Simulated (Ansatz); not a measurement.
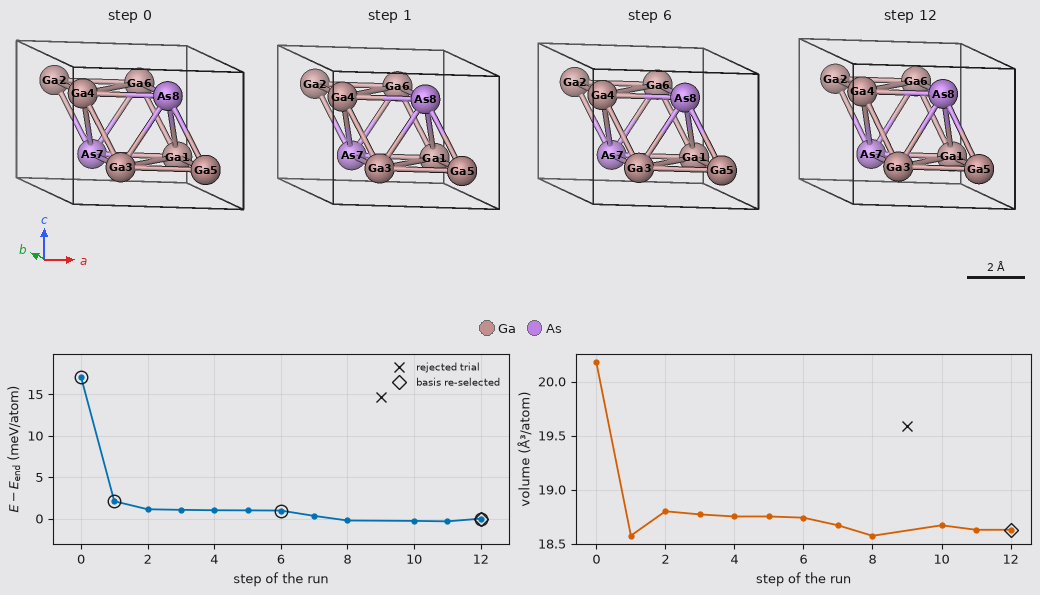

Frames of a relaxation of crystalline Ga$_{3}$As (built on the Ni3Sn (D0_19)_194 type), marked on the history of the run. Style: ball-and-stick. Shown: the cell of the calculation, slightly off an axis.

Case: Ni3Sn (D0_19) type (P6_3/mmc, No. 194).

Computed with DFT r2SCAN, scalar-relativistic, plane waves, PAW in Ansatz. Settings: plane-wave cutoff 500 eV; k-point mesh 6 × 6 × 8; occupations gaussian; smearing width 0.1 eV; no spin polarisation; cell and atoms relaxed; force threshold 0.01 eV/Å; at most 80 steps.

### What happens along the run?

The atoms keep their places relative to the cell (all moves are under 0.005 Å). The drawn cell changes as follows: a = b 6.147 → 5.838 Å (−5.0 %), c 4.934 → 5.049 Å (+2.3 %); the volume changes by −7.7 %. Among the contacts that change: Ga1–Ga3 3.079 → 2.923 Å, Ga1–As7 3.073 → 2.919 Å, Ga1–Ga3 (another image) 3.067 → 2.915 Å, Ga1–Ga2 3.041 → 3.036 Å. Bond angles that change, for instance: Ga3–Ga4–Ga3 108.4° → 112.5°, Ga3–Ga4–Ga5 60.8° → 57.5°. The space group stays P6_3/mmc (No. 194). Over 10 accepted moves (12 points after the start) the energy falls by 17.1 meV per atom. Largest force component: 0.03 eV/Å at the start, 0.0014 eV/Å at the end. Pressure: −3.31 GPa at the start and −0.03 GPa at the end. The line search rejected the trial step at point 9 of the run. At 1 point the geometry stayed and the basis and grid were re-selected for the new cell (energy shift of 0.3 meV per atom at most each time). Cost: 11 min on 1 thread of Arm Neoverse V2, on a shared host, peak memory 0.94 GiB. From step 0 to 1: volume −7.9 %, energy −15.0 meV per atom. From step 1 to 6: volume +0.9 %, energy −1.1 meV per atom. From step 6 to 12: volume −0.6 %, energy −1.0 meV per atom.

```json
{"step": "0", "E − E(0), meV/atom": "0.00", "largest force component, eV/Å": "0.0305", "pressure, GPa": "-3.31", "volume, Å³/atom": "20.177", "note": ""}
{"step": "1", "E − E(0), meV/atom": "-15.01", "largest force component, eV/Å": "0.0912", "pressure, GPa": "0.73", "volume, Å³/atom": "18.576", "note": ""}
{"step": "2", "E − E(0), meV/atom": "-15.97", "largest force component, eV/Å": "0.0073", "pressure, GPa": "-0.10", "volume, Å³/atom": "18.801", "note": ""}
{"step": "3", "E − E(0), meV/atom": "-16.04", "largest force component, eV/Å": "0.0023", "pressure, GPa": "-0.02", "volume, Å³/atom": "18.772", "note": ""}
{"step": "4", "E − E(0), meV/atom": "-16.09", "largest force component, eV/Å": "0.0000", "pressure, GPa": "0.01", "volume, Å³/atom": "18.753", "note": ""}
{"step": "5", "E − E(0), meV/atom": "-16.11", "largest force component, eV/Å": "0.0000", "pressure, GPa": "0.00", "volume, Å³/atom": "18.753", "note": ""}
{"step": "6", "E − E(0), meV/atom": "-16.13", "largest force component, eV/Å": "0.0033", "pressure, GPa": "0.00", "volume, Å³/atom": "18.742", "note": ""}
{"step": "7", "E − E(0), meV/atom": "-16.77", "largest force component, eV/Å": "0.0084", "pressure, GPa": "-0.07", "volume, Å³/atom": "18.671", "note": ""}
{"step": "8", "E − E(0), meV/atom": "-17.33", "largest force component, eV/Å": "0.0054", "pressure, GPa": "0.18", "volume, Å³/atom": "18.574", "note": ""}
{"step": "9", "E − E(0), meV/atom": "-2.44", "largest force component, eV/Å": "0.2546", "pressure, GPa": "-1.79", "volume, Å³/atom": "19.589", "note": "rejected"}
{"step": "10", "E − E(0), meV/atom": "-17.38", "largest force component, eV/Å": "0.0189", "pressure, GPa": "-0.15", "volume, Å³/atom": "18.671", "note": ""}
{"step": "11", "E − E(0), meV/atom": "-17.43", "largest force component, eV/Å": "0.0013", "pressure, GPa": "-0.01", "volume, Å³/atom": "18.630", "note": ""}
{"step": "12", "E − E(0), meV/atom": "-17.11", "largest force component, eV/Å": "0.0014", "pressure, GPa": "-0.03", "volume, Å³/atom": "18.630", "note": "same geometry, new basis"}
```
